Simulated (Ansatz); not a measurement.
C8O: geometry relaxation (part 1 of 3)

The run: geometry relaxation of C8O (slab, 9 atoms in the cell). Method and program: DFT PBE+D3(BJ), scalar-relativistic, plane waves, PAW, no spin polarisation (Ansatz 0.2.0).

The structure derives from a Materials Project entry. The input holds or restrains some coordinates. Forces given for the steps count only the free coordinates. It belongs to a series of runs on one base structure; here: O put at a hollow C-C site.

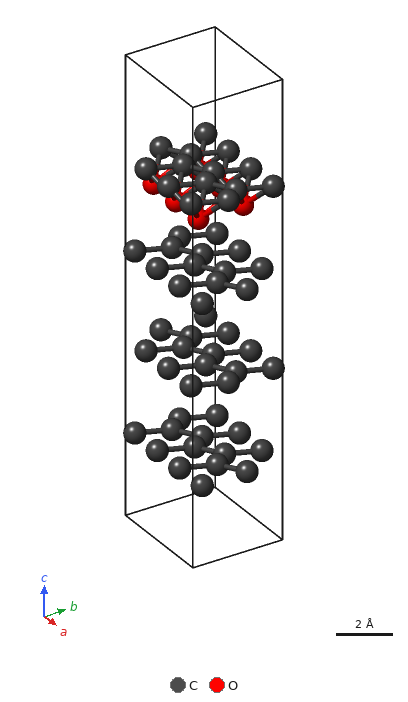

The structure as given in the input (ball-and-stick view of the 3 × 2 repeat of the cell, with the vacuum cut short, seen slightly off an axis). An atom can appear more than once, as a periodic image.

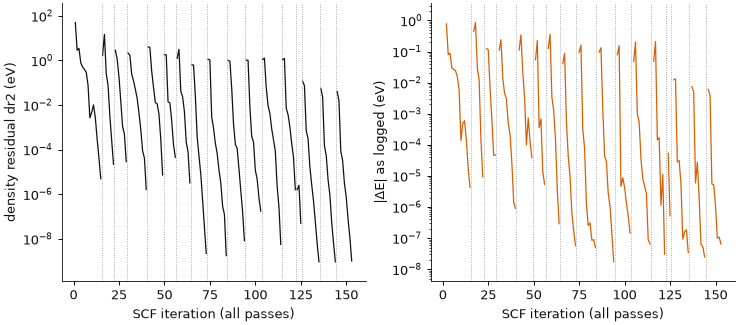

Convergence of the self-consistent field: density residual dr2 and size of the energy change against the SCF iteration. The dotted lines part the SCF passes of the relaxation: geometry steps, rejected trials and re-solves on a re-selected basis. The 17 passes take 3 to 15 iterations each, 153 in all.

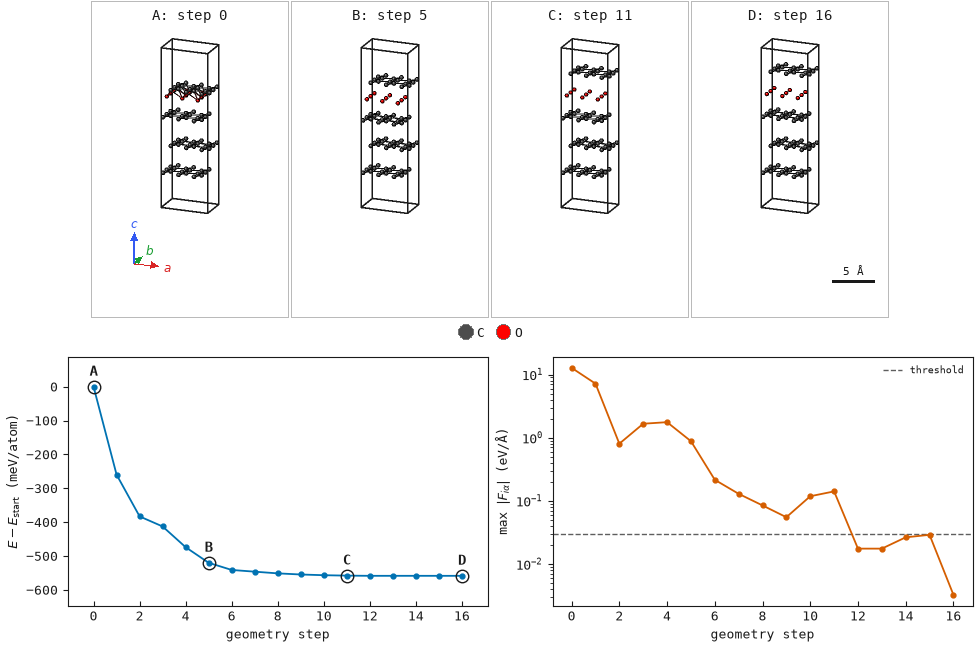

Frames of the restrained relaxation (ball-and-stick view of the 3 × 3 repeat of the cell, with the vacuum cut short, seen slightly off an axis) above the curves, on which the letters mark them (the first geometry is step 0 here and step 1 in the log).

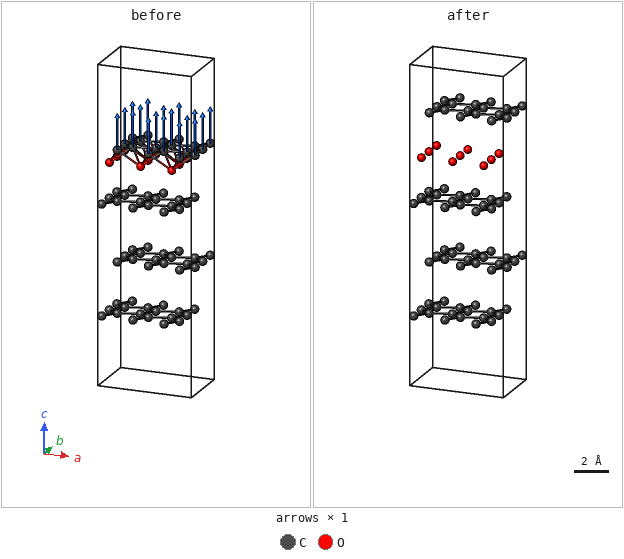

Before (left) and after (right) the restrained relaxation, at one scale (ball-and-stick view of the 3 × 3 repeat of the cell, with the vacuum cut short, seen slightly off an axis). The blue arrows give the displacements, at true length. Over 16 geometry steps the energy falls by 558 meV per atom. Largest force component: 13 eV/Å at the start, 0.0033 eV/Å at the end. The largest moves, 2.27 Å, are those of C7 and C8. By element the largest moves are C 2.27 Å, O 0.30 Å. The cell stays as it was. Among the contacts that change: C7–O9 1.717 → 3.257 Å. (Atoms are counted from 1 in the order of the input.)

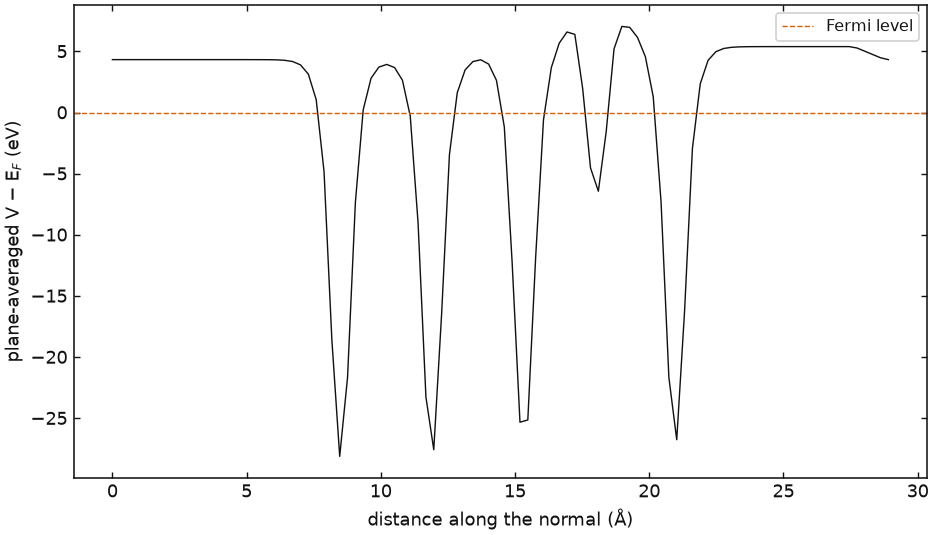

Plane average of the electrostatic potential energy of an electron across the cell, from the Fermi level. The vacuum level lies 5.39 eV above the Fermi level on the upper side and 4.33 eV on the lower.

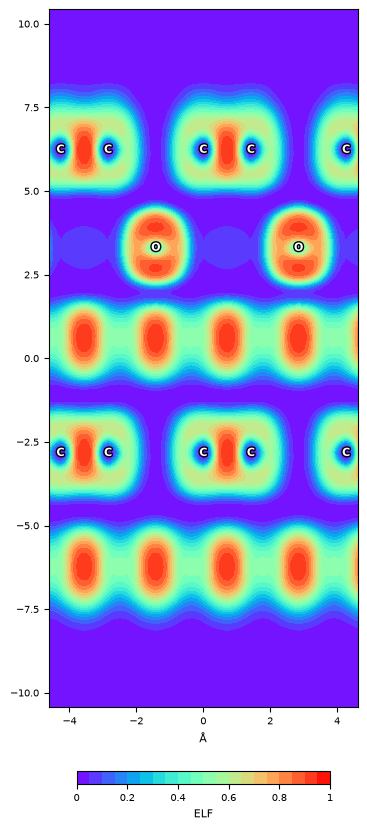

Electron localisation function on the (110) plane of the calculation cell, a cut from vacuum to vacuum. The section cuts through C and O sites. C–C (1.42 Å): the ELF peaks at about 0.95 between the atoms, which marks localised, shared-pair bonding. In a PAW calculation such maps are meaningful between the atoms, not at the nuclei.

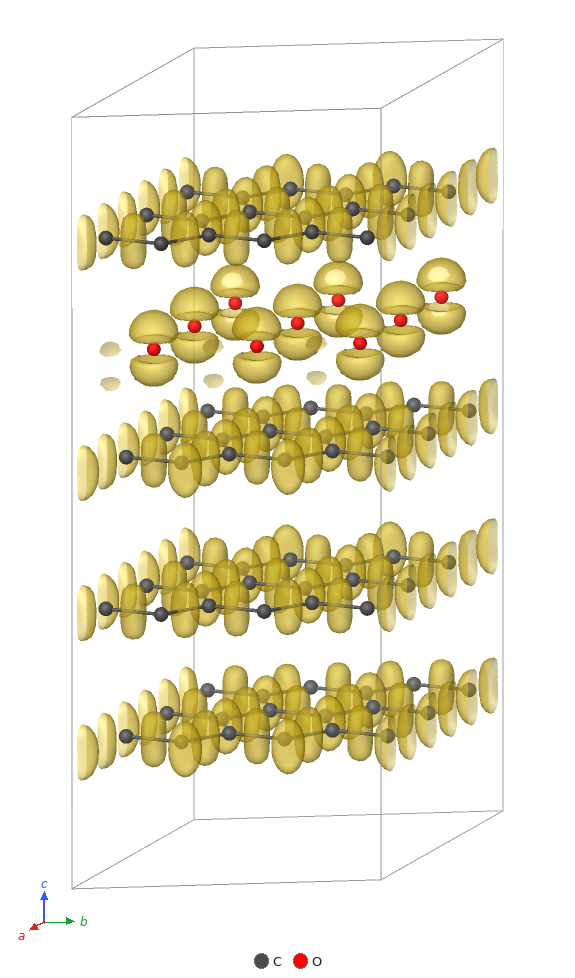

Isosurface of the ELF at 0.8 (yellow), seen slightly off an axis. Core shells and regions of very low density are left out. Sticks mark near contacts. Along the contacts the grid gives the following.

The input that produced these results follows, with the program's output.

### Input file
```yaml
crystal:
  lattice:
    - [2.4655379958, 0.0, 0.0]
    - [-1.2327689979, 2.1341461202, 0.0]
    - [0.0, 0.0, 29.1985170553]
  atoms:
    - { symbol: C, position: [0.0833101793, 0.1666203587, 0.2911106747] }
    - { symbol: C, position: [0.4166898206, 0.8333796413, 0.2911106747] }
    - { symbol: C, position: [0.5833101794, 0.1666203587, 0.4075389574] }
    - { symbol: C, position: [0.9166898206, 0.8333796413, 0.4075389574] }
    - { symbol: C, position: [0.0833101793, 0.1666203587, 0.5239644132] }
    - { symbol: C, position: [0.4166898206, 0.8333796413, 0.5239644132] }
    - { symbol: C, position: [0.5833101794, 0.1666203587, 0.640392696] }
    - { symbol: C, position: [0.9166898206, 0.8333796413, 0.640392696] }
    - { symbol: O, position: [0.25, 0.5, 0.6075143139] }
basis:
  ecutwfc: 420
kpoints:
  mp_grid: { grid: [12, 12, 1] }
hamiltonian:
  xc: pbe
  dispersion: d3bj
scf:
  occupations: { method: gaussian, width: 0.1 }
output:
  forces: true
  eigenvalues: true
  write_density: true
  write_potential: true
  elf: true
  volumetric_format: npy
relax:
  adjacent_minimum: "off"
  f_tol: 0.03
  max_steps: 70
  constraints: [{ sites: [0, 1, 2, 3] }]
efield:
  axis: 3
  dipole_correction: true
  ramp_width: 0.04
```

Run as:
```bash
ansatz run input.yaml --threads 2 --pin off --max-ram 5120MiB --backend cpu --events-out ev --progress --plain --runs-dir out
```

### Log
```
Engine: ansatz 0.2.0, x86_64-unknown-linux-gnu
Pseudopotentials: kind: paw
Pseudopotential: C, paw, valence charge 4, recommended cutoff 420 eV (normal), C.paw.azcp
Pseudopotential: O, paw, valence charge 6, recommended cutoff 420 eV (normal), O.paw.azcp
Functional definition: PBE
  parameter kappa = 0.804
  parameter beta = 0.06672455060314922
  exchange = pbe_x(kappa = kappa, mu = beta*pi^2/3)
  correlation = pbe_c(beta = beta)
Crystal: 9 atoms, lattice volume = 153.637 Å³
Basis set: ecut = 420 eV, 2887 PW (Γ), exchange–correlation on 36×36×400 points (8 copies of the dense FFT grid, shifted against one another)
Bands: 28, of which v1, the nominal top of the filled ones, is band 19 counted from 1 (18 counted from 0)
Symmetry: 4 space group operations
Space group: Cmm2 (ITA 35), of the structure as read, at distance tolerance 5.4e-5 Å
k-points: 43 of 144
Non-local potential: C, projectors of the file, l = 0: 2, l = 1: 2, l = 2: 1
Non-local potential: O, projectors of the file, l = 0: 2, l = 1: 2, l = 2: 1
PAW form: soft (Blöchl's): semilocal exchange-correlation on the pseudo side does not see the compensation charge
PAW one-centre angular grid: C, 110 points (default); XC on 64 Gauss nodes
PAW one-centre angular grid: O, 110 points (default); XC on 64 Gauss nodes
Initial density: superposition of atomic densities (neutral atoms: chi_scale 0, normalization atom), corrected by the library's trained network
Initial wavefunctions: pseudopotential atomic-orbital guess
Functional: x = pbe(κ = 0.804, μ = 0.2195149727645171), c = pbe(β = 0.06672455060314922)
```
